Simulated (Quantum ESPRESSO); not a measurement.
Run report: Ti, single-point calculation (part 2 of 2)

Continued. System: Ti (Fm-3m, 1 atom in the cell). Method: Kohn-Sham DFT of a periodic cell, PBE, SSSP 1.3 efficiency PBE, no spin polarisation (Quantum ESPRESSO 7.5); cutoff 748.31 eV, 11×11×11 k-mesh, fermi-dirac of 0.05 eV. The structure derives from an entry of the Crystallography Open Database. The volume is scaled by 0.98.

Geometry of the input (Å; fractional positions):
```
0.0000  2.0164  2.0164
2.0164  0.0000  2.0164
2.0164  2.0164  0.0000
Ti 0.0000  0.0000  0.0000
```

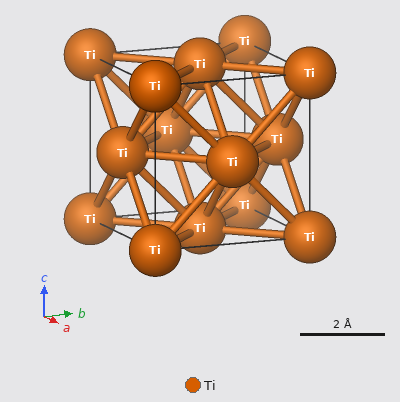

The structure (ball-and-stick view of the cell 4 times as large as that of the calculation, set on its symmetry axes, seen slightly off an axis).

### Output, continued
```
   -42.1871 -18.9334 -18.2400 -18.2400  11.4803  14.8833  15.0370  15.0370
    18.0272  18.0272  23.2877  29.1153

          k = 0.1286 0.0000-0.0000 (   753 PWs)   bands (ev):

   -42.3237 -18.2050 -18.1622 -18.1622   8.3984  14.8622  15.3184  15.3184
    16.6415  17.0030  30.1512  33.0898

          k = 0.1928 0.0643-0.0643 (   775 PWs)   bands (ev):

   -42.2977 -18.3362 -18.1895 -18.1782   9.0107  14.5135  15.4929  15.5221
    16.4219  17.0760  30.2620  31.2092

          k = 0.2571 0.1286-0.1286 (   765 PWs)   bands (ev):

   -42.2578 -18.5407 -18.2206 -18.2047  10.0023  14.1463  15.3673  15.5945
    16.6921  17.3153  28.1123  30.7164

          k = 0.3214 0.1928-0.1928 (   764 PWs)   bands (ev):

   -42.2165 -18.7456 -18.2459 -18.2393  11.0347  14.0402  15.0634  15.4449
    17.4060  17.7563  25.6601  29.9980

          k = 0.3857 0.2571-0.2571 (   762 PWs)   bands (ev):

   -42.1870 -18.8877 -18.2709 -18.2573  11.6174  14.2994  14.9790  15.2614
    18.0765  18.1793  23.6689  29.3501

          k =-0.2571-0.3857 0.3857 (   768 PWs)   bands (ev):

   -42.1790 -18.9255 -18.2891 -18.2514  11.7298  14.4246  15.0621  15.1854
    18.0042  18.5907  23.0337  29.1365

          k =-0.1928-0.3214 0.3214 (   766 PWs)   bands (ev):

   -42.1950 -18.8485 -18.2878 -18.2300  11.5001  14.2807  14.9555  15.2678
    17.5298  18.3586  24.2637  29.4035

          k =-0.1286-0.2571 0.2571 (   769 PWs)   bands (ev):

   -42.2299 -18.6798 -18.2667 -18.1997  10.7295  14.0884  15.1591  15.4800
    16.8819  17.8095  26.4736  29.9792

          k =-0.0643-0.1928 0.1928 (   768 PWs)   bands (ev):

   -42.2722 -18.4715 -18.2305 -18.1702   9.6489  14.3131  15.3858  15.6181
    16.4505  17.2691  28.9240  30.4621

          k =-0.0000-0.1286 0.1286 (   765 PWs)   bands (ev):

   -42.3086 -18.2939 -18.1862 -18.1507   8.7542  14.7031  15.3840  15.4048
    16.5873  16.9848  30.2535  31.3969

          k = 0.2571 0.0000-0.0000 (   769 PWs)   bands (ev):

   -42.2799 -18.3754 -18.2229 -18.2229   9.4180  14.1700  15.8209  15.8209
    15.9592  17.2360  30.9555  31.3882

          k = 0.3214 0.0643-0.0643 (   768 PWs)   bands (ev):

   -42.2470 -18.5190 -18.2592 -18.2570  10.2167  13.7931  15.3809  16.0632
    16.4821  17.4515  29.2971  30.9061

          k = 0.3857 0.1286-0.1286 (   767 PWs)   bands (ev):

   -42.2092 -18.6873 -18.3026 -18.2870  11.1906  13.5638  14.8870  16.0197
    17.4262  17.8470  26.7003  30.0851

          k = 0.4500 0.1928-0.1928 (   769 PWs)   bands (ev):

   -42.1786 -18.8160 -18.3565 -18.2976  11.9550  13.5591  14.6766  15.8313
    18.1340  18.6101  24.2892  29.2075

          k =-0.1928-0.4500 0.4500 (   763 PWs)   bands (ev):

   -42.1651 -18.8667 -18.4011 -18.2877  12.2726  13.6413  14.7456  15.6815
    18.0197  19.6173  22.8968  28.5588

          k =-0.1286-0.3857 0.3857 (   763 PWs)   bands (ev):

   -42.1730 -18.8285 -18.4181 -18.2604  12.2099  13.8394  14.5342  15.6622
    17.4974  19.4443  23.8154  28.2268

          k =-0.0643-0.3214 0.3214 (   765 PWs)   bands (ev):

   -42.1999 -18.7211 -18.3936 -18.2242  11.6188  13.8974  14.5832  15.8026
    16.7786  18.7398  26.0313  28.2578

          k = 0.0000-0.2571 0.2571 (   762 PWs)   bands (ev):

   -42.2369 -18.5885 -18.3234 -18.1905  10.5920  14.0101  15.0536  16.0813
    16.1013  17.9550  28.2369  28.8045

          k = 0.3857 0.0000-0.0000 (   765 PWs)   bands (ev):

   -42.2224 -18.5877 -18.3017 -18.3017  10.7067  13.3836  15.3954  16.6081
    16.6081  17.5541  29.8924  30.2710

          k = 0.4500 0.0643-0.0643 (   765 PWs)   bands (ev):

   -42.1917 -18.6996 -18.3503 -18.3347  11.3344  13.1005  15.1735  16.8061
    17.4203  17.8679  27.8230  29.1894

          k = 0.5143 0.1286-0.1286 (   764 PWs)   bands (ev):

   -42.1646 -18.7822 -18.4252 -18.3478  11.9469  13.0297  14.8953  16.6568
    18.1793  18.8149  25.2414  28.0316

          k =-0.1286-0.5143 0.5143 (   761 PWs)   bands (ev):

   -42.1498 -18.7993 -18.5134 -18.3371  12.4853  13.0658  14.6862  16.4403
    18.0780  20.4989  23.0967  27.0214

          k =-0.0643-0.4500 0.4500 (   763 PWs)   bands (ev):

   -42.1522 -18.7574 -18.5748 -18.3059  12.8880  13.1828  14.3471  16.2621
    17.5869  20.7126  23.4048  26.2772

          k =-0.0000-0.3857 0.3857 (   762 PWs)   bands (ev):

   -42.1709 -18.7305 -18.5281 -18.2638  12.5163  13.8392  13.9345  16.1028
    17.0180  19.7162  25.5928  26.0903

          k = 0.5143 0.0000-0.0000 (   765 PWs)   bands (ev):

   -42.1693 -18.7730 -18.3736 -18.3736  11.4366  12.7481  15.8575  17.5420
    17.5420  17.8609  27.8262  28.1281

          k = 0.5785 0.0643-0.0643 (   763 PWs)   bands (ev):

   -42.1493 -18.8282 -18.4237 -18.3919  11.6289  12.6223  15.9537  17.5459
    18.1961  18.5988  26.3287  26.7514

          k =-0.0643-0.5785 0.5785 (   756 PWs)   bands (ev):

   -42.1380 -18.8179 -18.5156 -18.3838  11.9807  12.7435  15.4785  17.2829
    18.1802  20.3918  24.1182  25.8144

          k =-0.0000-0.5143 0.5143 (   752 PWs)   bands (ev):

   -42.1391 -18.7392 -18.6251 -18.3518  12.5053  12.9753  14.8099  16.8641
    17.8474  22.2099  22.2861  25.3829

          k = 0.6428-0.0000 0.0000 (   761 PWs)   bands (ev):

   -42.1377 -18.8789 -18.4161 -18.4161  11.4620  12.4010  17.0817  18.0504
    18.2730  18.2730  25.8231  26.7395

          k =-0.0000-0.6428 0.6428 (   756 PWs)   bands (ev):

   -42.1335 -18.8743 -18.4514 -18.4131  11.5825  12.4539  16.5574  17.8811
    18.3244  19.3121  25.4427  25.6783

          k = 0.2571 0.1286 0.0000 (   770 PWs)   bands (ev):

   -42.2682 -18.4552 -18.2503 -18.1928   9.7324  14.1533  15.4201  15.8542
    16.2592  17.3441  29.8030  30.1225

          k = 0.3214 0.1928-0.0643 (   763 PWs)   bands (ev):

   -42.2294 -18.6225 -18.3083 -18.2189  10.7483  13.8636  15.0101  15.9078
    16.6500  17.9014  27.5125  29.6073

          k = 0.3857 0.2571-0.1286 (   767 PWs)   bands (ev):

   -42.1934 -18.7798 -18.3468 -18.2513  11.6722  13.8280  14.6737  15.6955
    17.3885  18.5811  25.0667  29.2162

          k =-0.2571-0.3857 0.5143 (   761 PWs)   bands (ev):

   -42.1719 -18.8734 -18.3646 -18.2742  12.0872  13.8718  14.7617  15.5413
    17.9114  19.2232  23.2240  28.9981

          k = 0.3857 0.1286-0.0000 (   764 PWs)   bands (ev):

   -42.2152 -18.6293 -18.3335 -18.2759  10.9888  13.4734  14.9903  16.6204
    16.6317  17.8944  28.5143  29.0062

          k = 0.4500 0.1928-0.0643 (   760 PWs)   bands (ev):

   -42.1827 -18.7370 -18.4015 -18.3055  11.8256  13.3408  14.5628  16.4556
    17.4337  18.6860  26.1204  28.4178

          k =-0.1928-0.4500 0.5785 (   762 PWs)   bands (ev):

   -42.1601 -18.8031 -18.4595 -18.3243  12.4466  13.3020  14.4272  16.2172
    17.9413  19.8081  23.7678  28.1777

          k =-0.1286-0.3857 0.5143 (   758 PWs)   bands (ev):

   -42.1546 -18.8088 -18.4977 -18.3160  12.7582  13.2592  14.4141  16.0713
    17.8559  20.5441  22.8997  27.5584

          k =-0.0643-0.3214 0.4500 (   764 PWs)   bands (ev):

   -42.1679 -18.7642 -18.4901 -18.2855  12.4923  13.6172  14.1067  16.1273
    17.3473  19.7044  24.7008  27.1481

          k = 0.0000-0.2571 0.3857 (   766 PWs)   bands (ev):

   -42.1959 -18.6978 -18.4183 -18.2476  11.7127  13.6989  14.4336  16.2402
    16.7103  18.7777  27.0690  27.2992

          k = 0.5143 0.1286 0.0000 (   759 PWs)   bands (ev):

   -42.1663 -18.7700 -18.4094 -18.3630  11.7245  12.9087  15.1551  17.3246
    17.5439  18.6098  27.1810  27.3376

          k =-0.1286-0.5143 0.6428 (   760 PWs)   bands (ev):

   -42.1471 -18.7931 -18.4897 -18.3807  12.1323  12.9539  14.9040  17.0407
    18.0558  19.9368  24.8216  26.8357

          k =-0.0643-0.4500 0.5785 (   750 PWs)   bands (ev):

   -42.1404 -18.7503 -18.5914 -18.3676  12.5849  13.1013  14.5468  16.6783
    18.0110  21.7002  22.8090  25.9297

          k = 0.0000-0.3857 0.5143 (   757 PWs)   bands (ev):

   -42.1481 -18.7053 -18.6277 -18.3304  12.9694  13.2649  14.0631  16.4330
    17.6259  20.9350  23.9949  25.5518

          k =-0.0643-0.5785 0.7071 (   759 PWs)   bands (ev):

   -42.1372 -18.8466 -18.4543 -18.4181  11.7331  12.5964  15.9418  17.6638
    18.2734  19.5783  25.7963  26.1110

          k =-0.0000-0.5143 0.6428 (   749 PWs)   bands (ev):

   -42.1339 -18.8048 -18.5309 -18.4086  12.0646  12.8248  15.3016  17.2263
    18.2757  20.9731  24.2106  25.3818

          k =-0.1928-0.4500 0.7071 (   760 PWs)   bands (ev):

   -42.1583 -18.7524 -18.5047 -18.3410  12.4317  13.3710  14.1275  16.7185
    17.5584  19.8343  25.7581  26.1306

          k =-0.1286-0.3857 0.6428 (   754 PWs)   bands (ev):

   -42.1437 -18.7401 -18.5783 -18.3716  12.7727  13.4029  14.0185  16.4963
    17.9671  21.2364  23.5278  26.4386

          k =-0.0643-0.4500 0.7071 (   752 PWs)   bands (ev):

   -42.1360 -18.7592 -18.5556 -18.4200  12.3544  13.1722  14.5884  16.8498
    18.2736  21.3199  24.6503  25.5670

          k = 0.0000-0.3857 0.6428 (   754 PWs)   bands (ev):

   -42.1347 -18.6864 -18.6428 -18.4159  12.5978  13.5271  14.0962  16.5481
    18.2726  22.8490  22.8810  25.3469

     the Fermi energy is    14.2243 ev

!    total energy              =    -119.24562164 Ry
     estimated scf accuracy    <          5.4E-12 Ry
     smearing contrib. (-TS)   =      -0.00076470 Ry
     internal energy E=F+TS    =    -119.24485694 Ry

     The total energy is F=E-TS. E is the sum of the following terms:
     one-electron contribution =     -38.02201439 Ry
     hartree contribution      =      23.50032292 Ry
     xc contribution           =     -18.08913724 Ry
     ewald contribution        =     -86.63402823 Ry

     convergence has been achieved in   9 iterations

     negative rho (up, down):  4.187E-04 0.000E+00

     Forces acting on atoms (cartesian axes, Ry/au):

     atom    1 type  1   force =     0.00000000    0.00000000    0.00000000

     Total force =     0.000000     Total SCF correction =     0.000000

     Computing stress (Cartesian axis) and pressure

     negative rho (up, down):  4.187E-04 0.000E+00
          total   stress  (Ry/bohr**3)                   (kbar)     P=       67.04
   0.00045570   0.00000000   0.00000000           67.04        0.00        0.00
   0.00000000   0.00045570   0.00000000            0.00       67.04        0.00
   0.00000000   0.00000000   0.00045570            0.00        0.00       67.04

=------------------------------------------------------------------------------=
   JOB DONE.
=------------------------------------------------------------------------------=
```

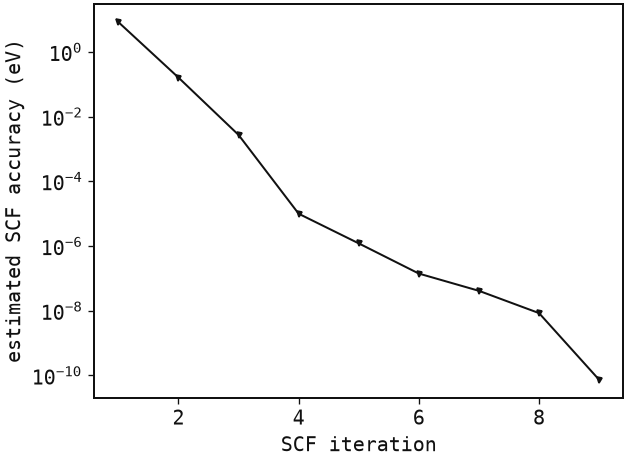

Convergence of the self-consistent field: estimated SCF accuracy against the iteration. The field takes 9 iterations in all.
